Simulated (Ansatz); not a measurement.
# C: single-point calculation

- system: C (Pm, 10 atoms in the cell)
- method: DFT PBE, scalar-relativistic, plane waves, PAW, no spin polarisation (Ansatz 0.2.0)

The structure derives from an entry of the Crystallography Open Database. It belongs to a series of runs on one base structure; here: mode 8 (651.0 1/cm) frozen in, largest displacement +0.045 A. Figures and captions count atoms from 1; the log counts them from 0 in places.

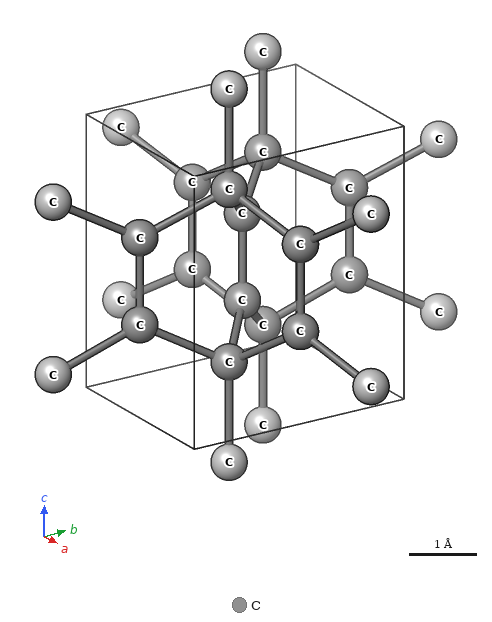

Figure 1. The structure (ball-and-stick view of the cell of the calculation, seen slightly off an axis; neighbours outside the cell are drawn fainter).

**The input**
```yaml
crystal:
  lattice:
    - [4.8371701216, 0.0, 0.0]
    - [-2.4185850608, 4.1891122077, 0.0]
    - [0.0, 0.0, 4.1724817111]
  atoms:
    - { symbol: C, position: [0.671380974, 0.3352001278, 0.1839325] }
    - { symbol: C, position: [0.3380476407, 0.6685334611, 0.1839325] }
    - { symbol: C, position: [0.671380974, 0.3352001278, 0.8160675] }
    - { symbol: C, position: [0.3380476407, 0.6685334611, 0.8160675] }
    - { symbol: C, position: [0.493590508, 0.490506114, 0.3404600926] }
    - { symbol: C, position: [0.0051064848, 0.5037382063, 0.3404600926] }
    - { symbol: C, position: [0.4918743925, 0.0020220908, 0.3404600926] }
    - { symbol: C, position: [0.493590508, 0.490506114, 0.6595399074] }
    - { symbol: C, position: [0.4918743925, 0.0020220908, 0.6595399074] }
    - { symbol: C, position: [0.0051064848, 0.5037382063, 0.6595399074] }
basis:
  ecutwfc: 420
kpoints:
  mp_grid: { grid: [12, 12, 10] }
hamiltonian:
  xc: pbe
scf:
  occupations: { method: gaussian, width: 0.15 }
output:
  forces: true
  stress: true
  eigenvalues: true
  write_density: true
  write_potential: true
  elf: true
  volumetric_format: npy
```

Launch command:
```bash
ansatz run input.yaml --threads 2 --pin off --max-ram 5120MiB --backend cpu --events-out ev --progress --plain --runs-dir out
```

**What the program printed**
```
Engine: ansatz 0.2.0, x86_64-unknown-linux-gnu
Pseudopotentials: kind: paw
Pseudopotential: C, paw, valence charge 4, recommended cutoff 420 eV (normal), C.paw.azcp
Functional definition: PBE
  parameter kappa = 0.804
  parameter beta = 0.06672455060314922
  exchange = pbe_x(kappa = kappa, mu = beta*pi^2/3)
  correlation = pbe_c(beta = beta)
Crystal: 10 atoms, lattice volume = 84.549 Å³
Basis set: ecut = 420 eV, 1639 PW (Γ), exchange–correlation on 72×72×60 points (8 copies of the dense FFT grid, shifted against one another)
Bands: 30, of which v1, the nominal top of the filled ones, is band 20 counted from 1 (19 counted from 0)
Symmetry: 2 space group operations
Space group: Pm (ITA 6), of the structure as read, at distance tolerance 4.4e-5 Å
k-points: 444 of 1440 (time reversal used)
Non-local potential: C, projectors of the file, l = 0: 2, l = 1: 2, l = 2: 1
PAW form: soft (Blöchl's): semilocal exchange-correlation on the pseudo side does not see the compensation charge
PAW one-centre angular grid: C, 110 points (default); XC on 64 Gauss nodes
Initial density: superposition of atomic densities (neutral atoms: chi_scale 0, normalization atom), corrected by the library's trained network
Initial wavefunctions: pseudopotential atomic-orbital guess
Functional: x = pbe(κ = 0.804, μ = 0.2195149727645171), c = pbe(β = 0.06672455060314922)
SCF iter   1: F=—  HF=-2503.768349 eV  |F-HF|=—  |Δ(HF+E_count)|=         —  Δρ=1.85e-2  dr2=3.95e-1  ethr=1.77e-3  ⟨swp⟩=6.0  Hψ=63269  notcnv=0  defer=213
preconditioner: auto → Kerker (q_TF=auto, 2.408 Å⁻¹)  [metal: Δε(μ)=0.045 eV  Ē_g=14.911 eV  σ=0.150 eV  W_gap=0.17  n_scr=20 (ndim 8)  ℏωp=25.5 eV  f_vac=0.110  D(μ)=0.27/eV (n_scr^D=0)]
SCF iter   2: F=—  HF=-2503.690317 eV  |F-HF|=—  |Δ(HF+E_count)|=   7.80e-2  Δρ=1.01e-2  dr2=1.21e-1  ethr=9.88e-4  ⟨swp⟩=1.2  Hψ=16965  notcnv=0  defer=302
SCF iter   3: F=—  HF=-2503.660586 eV  |F-HF|=—  |Δ(HF+E_count)|=   2.97e-2  Δρ=2.33e-3  dr2=1.23e-2  ethr=3.02e-4  ⟨swp⟩=2.1  Hψ=16887  notcnv=0  defer=302
SCF iter   4: F=—  HF=-2503.661846 eV  |F-HF|=—  |Δ(HF+E_count)|=   1.26e-3  Δρ=1.14e-3  dr2=3.06e-3  ethr=3.09e-5  ⟨swp⟩=2.3  Hψ=18540  notcnv=0  defer=302
SCF iter   5: F=—  HF=-2503.664567 eV  |F-HF|=—  |Δ(HF+E_count)|=   2.72e-3  Δρ=3.62e-4  dr2=1.97e-4  ethr=7.66e-6  ⟨swp⟩=2.2  Hψ=19324  notcnv=0  defer=302
SCF iter   6: F=—  HF=-2503.665052 eV  |F-HF|=—  |Δ(HF+E_count)|=   4.85e-4  Δρ=8.25e-5  dr2=9.84e-6  ethr=4.93e-7  ⟨swp⟩=2.1  Hψ=20222  notcnv=0  defer=302
SCF iter   7: F=—  HF=-2503.665081 eV  |F-HF|=—  |Δ(HF+E_count)|=   2.88e-5  Δρ=2.27e-5  dr2=8.61e-7  ethr=2.46e-8  ⟨swp⟩=2.3  Hψ=21974  notcnv=0  defer=1649
SCF iter   8: F=—  HF=-2503.665082 eV  |F-HF|=—  |Δ(HF+E_count)|=   4.41e-7  Δρ=8.52e-6  dr2=1.48e-7  ethr=2.50e-10  ⟨swp⟩=16.2  Hψ=108202  notcnv=0
SCF iter   9: F=-2503.665082 eV  HF=-2503.665082 eV  |F-HF|=3.30e-8  |Δ(HF+E_count)|=   1.83e-7  Δρ=2.63e-6  dr2=9.35e-9  ethr=2.50e-10  ⟨swp⟩=10.3  Hψ=87339  notcnv=0
SCF 1 converged in 9 iterations: F = -2503.665082 eV  dr2 = 9.35e-9
  greatest PAW one-centre occupation: 0.669 electrons in one spin orbital (limit 2), on the C atom at site 9 (counted from 0), in its partial waves of l = 0
SCF converged after 9 iterations
Free energy (F): -2503.665082 eV
Harris-Foulkes:  -2503.665082 eV  (|F-HF|=3.30e-8)
Internal energy: -2503.658084 eV  (E = F + TS)
E sigma→0 (E₀):  -2503.661583 eV
Entropy (-TS):   -0.006997 eV (-0.700 meV/atom)
Fermi energy:    8.087454 eV
--- Per-component energies (eV) ---
  E_band       = -47.910159
  E_kinetic    = 908.548764
  E_local      = -1642.274257  (includes V_loc(G=0)·N_el)
  E_nonlocal   = 269.726993
  E_hartree    = 538.828018
  E_xc         = -480.268825
  E_vxc        = -595.074474  (∫ρ·V_xc dr)
  E_paw        = -992.173668  (= ΣΔE_a)
  E_vpaw       = -66.491707  (= ΣTr[D̂ρ^β])
  E_aug_tail   = 0.000085  (compensation charges beyond the density's cutoff)
  E_ewald      = -1106.045194
  E_smearing   = -0.006997  (= −TS)
  E_closure    = 0.000000  (closes the sum)
  Σ components = -2503.665082   (vs F -2503.665082, Δ=0.00e0)
--- Forces (eV/Å), atoms counted from 1 ---
  atom   1  C     -0.34622415    -0.14999932     0.01208430
  atom   2  C     -0.33867588    -0.14286062     0.01277265
  atom   3  C     -0.34622415    -0.14999932    -0.01208430
  atom   4  C     -0.33867588    -0.14286062    -0.01277265
  atom   5  C      0.14951253     0.74688767    -0.07008990
  atom   6  C     -0.29354905    -0.29372163    -0.04178676
  atom   7  C      0.82893815    -0.16030540    -0.07927267
  atom   8  C      0.14951253     0.74688767     0.07008990
  atom   9  C      0.82893815    -0.16030540     0.07927267
  atom  10  C     -0.29354905    -0.29372163     0.04178676
  max |Σ_I F_I| component: 3.18e-6 eV/Å
--- Stress (GPa, compression-positive) ---
       -0.360185      -0.192895       0.000000
       -0.192895       0.008825       0.000000
        0.000000       0.000000       0.143335
  P = ⅓ Tr σ = -0.0693 GPa (-0.693 kbar)
--- Band table (eV; the first three rows and the last of 444) ---
  k-point 0: bands = ["-12.5352", "-8.5107", "-6.8978", "-6.8959", "-6.5697", "-5.5426", "-3.3382", "-1.3069", "-0.9780", "-0.9721", "-0.8537", "-0.8476", "0.0954", "0.1019", "3.7592", "3.7706", "5.1014", "5.6433", "5.6621", "8.0477", "9.7633", "11.5991", "11.6775", "12.4891", "12.4925", "14.3220", "14.6488", "16.0766", "16.0971", "16.1037"]
  k-point 1: bands = ["-12.4765", "-8.4466", "-7.2953", "-6.8600", "-6.8581", "-4.7199", "-3.7969", "-1.3670", "-1.3549", "-0.9139", "-0.9082", "-0.8034", "0.6286", "0.6353", "3.5394", "3.5537", "4.9094", "5.6941", "5.7083", "8.0623", "9.8269", "11.4821", "11.5589", "12.8117", "12.8191", "14.2769", "14.4167", "16.0751", "16.0861", "16.0923"]
  k-point 2: bands = ["-12.3036", "-8.2631", "-8.2549", "-6.7543", "-6.7522", "-4.6303", "-3.4627", "-2.0920", "-2.0816", "-0.7260", "-0.7211", "0.1210", "1.4232", "1.4297", "3.0043", "3.0230", "4.2939", "5.8086", "5.8501", "8.0989", "10.0161", "11.2026", "11.2776", "13.6632", "13.6947", "13.8535", "14.1601", "15.9895", "16.0080", "16.0834"]
  k-point 443: bands = ["-10.7066", "-9.6600", "-9.3817", "-8.4517", "-6.5575", "-3.5487", "-3.3680", "-1.6171", "-1.0304", "0.5026", "1.4393", "1.4835", "1.7356", "1.8199", "1.8692", "2.3666", "2.3929", "4.4298", "5.3711", "7.2605", "8.3892", "9.5703", "12.5052", "13.9741", "14.2972", "14.8032", "15.6274", "15.8937", "16.0833", "16.3917"]
```

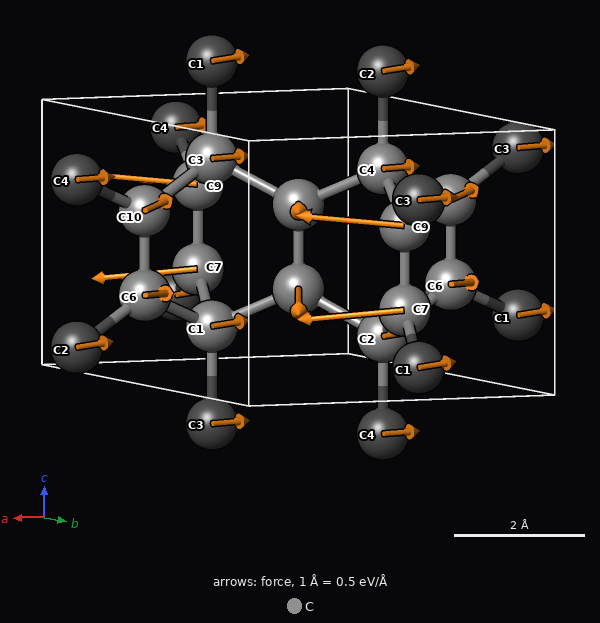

Figure 2. Forces on the atoms as orange arrows (ball-and-stick view of the cell of the calculation, seen at an oblique angle; neighbours outside the cell are drawn fainter; atoms are numbered from 1 in the order of the input). The largest act on C7, C9 (0.85 eV/Å); C5, C8 (0.76 eV/Å); C6, C10 (0.42 eV/Å); C1, C3 (0.38 eV/Å), among others. The geometry is not a stationary point of this energy.

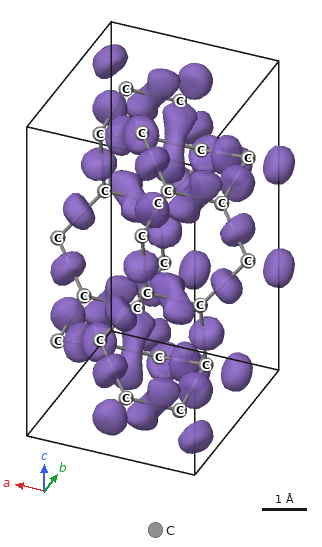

Figure 3. Isosurface of the ELF at 0.8 (purple), seen at an oblique angle. Core shells and regions of very low density are left out. Sticks mark near contacts. The outline is the cell set on symmetry axes. Along the contacts the grid gives the following. C–C (1.33 Å): the ELF peaks at about 0.90 between the atoms (inside overlapping PAW spheres, so only a guide); a double or triple bond. C–C (1.53 Å): the ELF peaks at about 0.95 between the atoms, which marks localised, shared-pair bonding. The fields are those of the smooth PAW valence density.

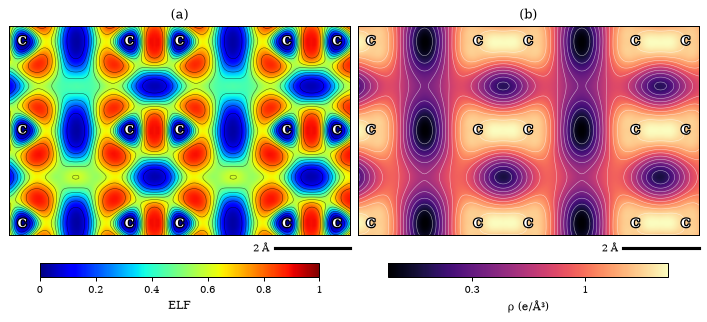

Figure 4. (a) ELF; (b) valence pseudo-density on the (001) plane of the conventional cell. Atoms in the plane: C. C–C (1.33 Å): the density is about 2.4 e/Å³ at the midpoint, a local maximum along the line; the ELF peaks at about 0.90 between the atoms (inside overlapping PAW spheres, so only a guide) (a multiple bond by its length, whose ELF region spreads away from the axis). Away from the nuclei the density in this plane falls to 0.12 e/Å³ at its lowest.

**Results in brief**

```json
{"quantity": "outcome", "value": "converged"}
{"quantity": "space group (tolerance 0.01 Å)", "value": "Pm (6)"}
{"quantity": "electrons treated", "value": "40"}
{"quantity": "free energy", "value": "−2503.6651 eV"}
{"quantity": "Fermi energy", "value": "8.087 eV"}
{"quantity": "gap on the k-point mesh", "value": "none (metallic)"}
{"quantity": "pressure", "value": "−0.07 GPa"}
{"quantity": "largest force (length of the vector)", "value": "0.848 eV/Å"}
{"quantity": "hardware", "value": "2 threads of Intel Xeon @ 2.50GHz (Skylake/Cascade Lake), 64 GiB of memory available, shared host"}
{"quantity": "wall time", "value": "76 s (CPU time 2.5 min)"}
{"quantity": "peak memory", "value": "1.1 GiB"}
```
